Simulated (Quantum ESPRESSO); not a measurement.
## MnO: 7 runs along one coordinate

System: MnO (2 atoms in the cell).
Method: Kohn-Sham DFT of a periodic cell, PBE, SSSP 1.3 efficiency PBE, spin-polarised (Quantum ESPRESSO 7.5).

The 7 runs differ only in the geometry, by an even scaling of the cell at fixed fractional positions. The structure derives from a Materials Project entry.

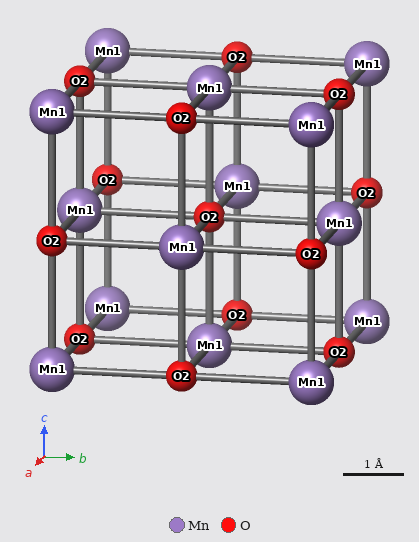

Figure 1. The structure of run 4 (ball-and-stick view of the cell 4 times as large as that of the calculation, set on its symmetry axes, seen slightly off an axis; atoms are numbered from 1 in the order of the input).

**The input of run 4**
```
&CONTROL
  calculation = 'scf'
  prefix = 'pwscf'
  outdir = './tmp'
  pseudo_dir = './pseudo'
  tprnfor = .true.
  tstress = .true.
  disk_io = 'low'
/
&SYSTEM
  ibrav = 0
  nat = 2
  ntyp = 2
  ecutwfc = 65
  ecutrho = 780
  nbnd = 20
  occupations = 'smearing'
  smearing = 'fd'
  degauss = 0.00367493
  nspin = 2
  starting_magnetization(1) = 0.2667
  starting_magnetization(2) = 0
/
&ELECTRONS
  conv_thr = 4d-10
  electron_maxstep = 120
  mixing_beta = 0.3
/
ATOMIC_SPECIES
Mn    54.9380 mn_pbe_v1.5.uspp.F.UPF
O     15.9990 O.pbe-n-kjpaw_psl.0.1.UPF
CELL_PARAMETERS angstrom
   0.0000000000    2.2239077028    2.2239077028
   2.2239077028    0.0000000000    2.2239077028
   2.2239077028    2.2239077028    0.0000000000
ATOMIC_POSITIONS crystal
Mn     0.0000000000    0.0000000000    0.0000000000
O      0.5000000000    0.5000000000    0.5000000000
K_POINTS automatic
10 10 10 0 0 0
```

**File pp_density.in of run 4**
```
&INPUTPP
  prefix = 'pwscf'
  outdir = './tmp'
  filplot = 'density.dat'
  plot_num = 0
/
&PLOT
  nfile = 1
  filepp(1) = 'density.dat'
  iflag = 3
  output_format = 6
  fileout = 'density.cube'
/
```

**File pp_potential.in of run 4**
```
&INPUTPP
  prefix = 'pwscf'
  outdir = './tmp'
  filplot = 'potential.dat'
  plot_num = 11
/
&PLOT
  nfile = 1
  filepp(1) = 'potential.dat'
  iflag = 3
  output_format = 6
  fileout = 'potential.cube'
/
```

**File pp_spin.in of run 4**
```
&INPUTPP
  prefix = 'pwscf'
  outdir = './tmp'
  filplot = 'spin.dat'
  plot_num = 6
/
&PLOT
  nfile = 1
  filepp(1) = 'spin.dat'
  iflag = 3
  output_format = 6
  fileout = 'spin.cube'
/
```

Command:
```bash
OMP_NUM_THREADS=1 pw.x -in pw.in > pw.out
OMP_NUM_THREADS=1 pp.x -in pp_density.in > pp_density.out
OMP_NUM_THREADS=1 pp.x -in pp_potential.in > pp_potential.out
OMP_NUM_THREADS=1 pp.x -in pp_spin.in > pp_spin.out
```

Lattice vectors (Å) and fractional positions of run 4:
```
   0.000000    2.223908    2.223908
   2.223908    0.000000    2.223908
   2.223908    2.223908    0.000000
Mn  0.000000  0.000000  0.000000
O   0.500000  0.500000  0.500000
```

Run 3 has the same physical settings and fractional positions; its lattice vectors (Å) are:
```
   0.000000    2.208982    2.208982
   2.208982    0.000000    2.208982
   2.208982    2.208982    0.000000
```

**Results, with one run withheld**

| run | volume per atom (Å³) | free energy per atom, from the lowest run given (meV) | pressure (GPa) |
| --- | --- | --- | --- |
| 1 | 10.339 | 15.45 | 6.66 |
| 2 | 10.559 | 7.46 | 4.38 |
| 3 | 10.779 | ? | ? |
| 4 | 10.999 | 0.00 | −0.07 |
| 5 | 11.219 | 1.50 | −2.64 |
| 6 | 11.439 | 6.10 | −4.59 |
| 7 | 11.659 | 13.13 | −6.25 |

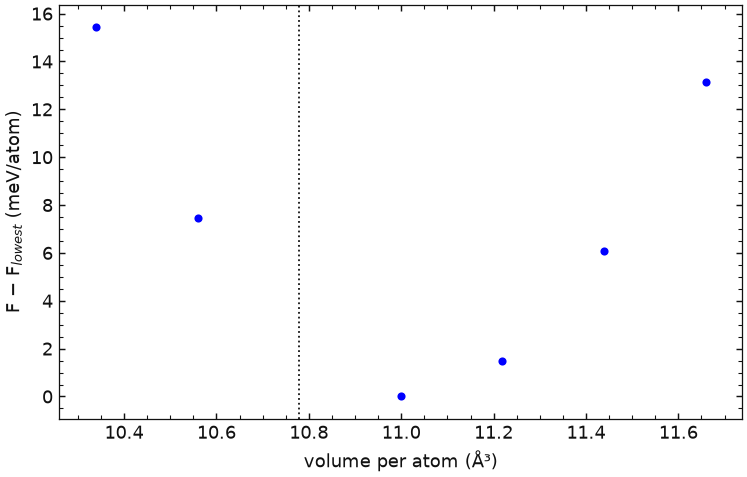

Figure 2. Free energy per atom of the runs given; the dotted line marks run 3.

Estimate the energy of run 3 from the others.

A cubic polynomial in V^(−2/3) (the Birch–Murnaghan form), fitted to the 6 runs given, misses them by at most 0.25 meV per atom. With x = V^(−2/3) − 0.20195 Å⁻², it reads F = 0.23489 + 15.096 x + 2.1823e+05 x² − 2.3376e+06 x³ (meV per atom). At run 3 it gives 2.16 meV per atom, and the run itself gives 2.20. The slope of the fit gives a pressure −dF/dV of 2.55 GPa there, and the run prints 2.54 GPa. The fit has its minimum at 11.022 Å³ per atom, where V d²F/dV² gives 115 GPa: the bulk modulus at this level, since symmetry fixes the shape and the positions.

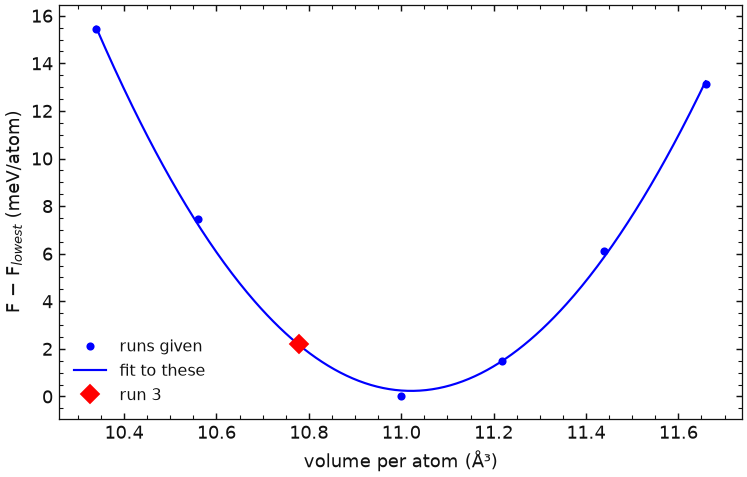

Figure 3. The fit and the withheld run.

**Some lines of the output (run 3)**
```
[...]
     total energy              =    -252.90605912 Ry
     total energy              =    -252.90992864 Ry
     total energy              =    -252.91098085 Ry
     total energy              =    -252.91117212 Ry
     total energy              =    -252.91117423 Ry
     total energy              =    -252.91117574 Ry
     total energy              =    -252.91117599 Ry
     total energy              =    -252.91117602 Ry
     total energy              =    -252.91117603 Ry
     the Fermi energy is    13.7194 ev
!    total energy              =    -252.91117604 Ry
     The total energy is F=E-TS. E is the sum of the following terms:
     Computing stress (Cartesian axis) and pressure
          total   stress  (Ry/bohr**3)                   (kbar)     P=       25.40
```

Notes on the run: negative rho.
